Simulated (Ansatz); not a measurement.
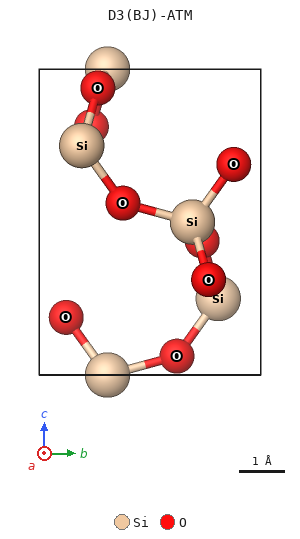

Crystalline SiO2 (set up in P4_12_12), relaxed (cell and atoms) with several dispersion corrections. The picture shows the result with D3(BJ)-ATM. Style: ball-and-stick. Shown: the cell of the calculation, along the a axis.

Computed with Ansatz 0.2.0: PBE, Ansatz PAW. (plane-wave cutoff 420 eV; k-point mesh 6 × 6 × 4; occupations fermi-dirac; smearing width 0.05 eV; no spin polarisation; cell and atoms relaxed; force threshold 0.01 eV/Å)

| dispersion correction | volume (Å³/atom) | a (Å) | c (Å) |
| --- | --- | --- | --- |
| none | ? | ? | ? |
| D3(BJ)-ATM | 14.020 | 4.957 | 6.847 |
| D4 | 13.775 | 4.933 | 6.793 |
| D3(BJ) | 13.921 | 4.947 | 6.826 |

Question: Estimate the missing row from the others, and compare with the calculation.

Answer: With none the volume is the largest of the series, above D3(BJ)-ATM (14.020). The calculation gives 15.276 Å³/atom (a = 5.082 Å, c = 7.097 Å). In order of volume: D4 < D3(BJ) < D3(BJ)-ATM < none; the spread is 10.9 %.
